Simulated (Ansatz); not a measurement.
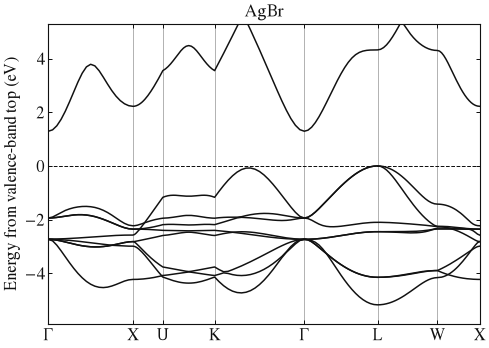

Band structure. Energies are counted from the top of the valence band. The path runs straight from each named point to the next.

Q: Which Bravais lattice do the labels of the path belong to?

A: A face-centred cubic lattice: the path Γ–X–U–K–Γ–L–W–X runs through the special points of its Brillouin zone.

The material is AgBr, space group Fm-3m, 2 atoms in the cell.

Level of theory: DFT with r2SCAN, PAW plane waves, no spin polarisation, 8×8×8 k mesh; code Ansatz.

Q: Read off the fundamental gap and say whether it is direct.

A: The material is gapped. The gap along this path is 1.29 eV and indirect, from the valence-band top at L to the conduction-band bottom at Γ; the smallest direct gap is 3.23 eV, between K and Γ.

Q: What are the direct gaps at L, K and X?

A: The direct gaps are 4.32 eV at L, 4.72 eV at K and 4.45 eV at X.

Q: How many bands meet at the valence-band top?

A: Two bands meet at the valence-band top at L: it is doubly degenerate (spin aside).
